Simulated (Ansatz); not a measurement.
WS₂ (space group P-6m2, No. 187): the input geometry of an electronic-structure calculation (not necessarily at equilibrium).

```
W S
1.0
     3.18352    0.00000    0.00000
    -1.59176    2.75701    0.00000
     0.00000    0.00000   16.95058
W S
1 2
Direct
  0.33333 0.66667 0.00000
  0.66667 0.33333 0.90800
  0.66667 0.33333 0.09200
```

Describe how the polyhedra about W are linked (bonds: S–W below 2.7 Å).

W: WS6 trigonal prism, sharing edges with six neighbours.

They form layers of edge-sharing trigonal prisms parallel to (001).

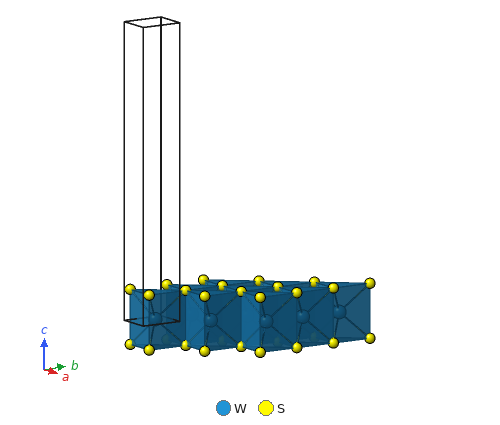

Polyhedra are drawn about W (bonds: S–W below 2.7 Å); other atoms are plain spheres.
